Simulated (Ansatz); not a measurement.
Consider this structure.

```cif
data_structure
_symmetry_space_group_name_H-M 'P 1'
_symmetry_Int_Tables_number 1
_cell_length_a 3.6720
_cell_length_b 3.6724
_cell_length_c 3.3592
_cell_angle_alpha 91.719
_cell_angle_beta 90.000
_cell_angle_gamma 90.000
_cell_volume 45.28
loop_
_atom_site_label
_atom_site_type_symbol
_atom_site_fract_x
_atom_site_fract_y
_atom_site_fract_z
_atom_site_occupancy
Mg1 Mg 0.00000 0.00000 0.00000 1
Mg2 Mg 0.50000 0.50000 0.50000 1
```

Characterise the structure given above.

Answer. The element is magnesium. Strictly the space group is C2/m (No. 12, within 0.01 Å). It is a distorted form of a body-centred cubic structure, space group Im-3m (No. 229) within 0.45 Å: body-centred cubic (W type). The cell holds two atoms. Every Mg atom has ten Mg at 3.06 to 3.36 Å as neighbours. The bonds build a three-dimensional framework.

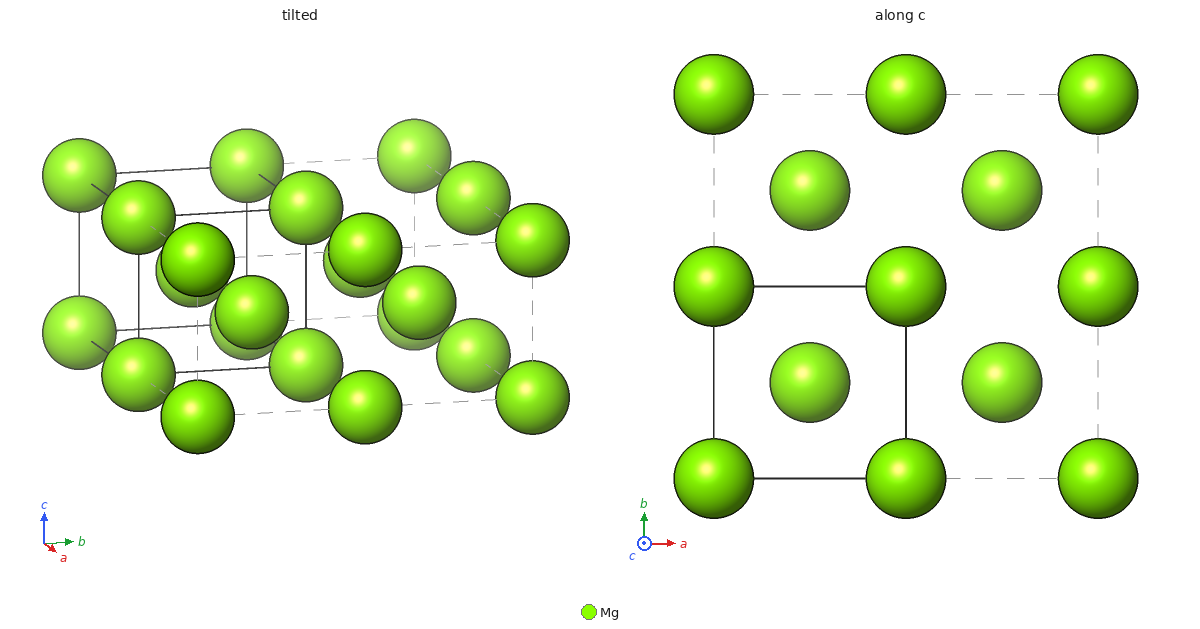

We look at a spheres-only model of the crystal slightly off an axis and along the c axis. The drawing covers 2×2×1 cells, and the solid lines enclose one drawn cell (a repeat of the simulation cell).

Origin of the cell: a structure listed in the Materials Project. The cell was then strained or its atoms displaced on purpose. Ansatz was used for an electronic-structure calculation on it.
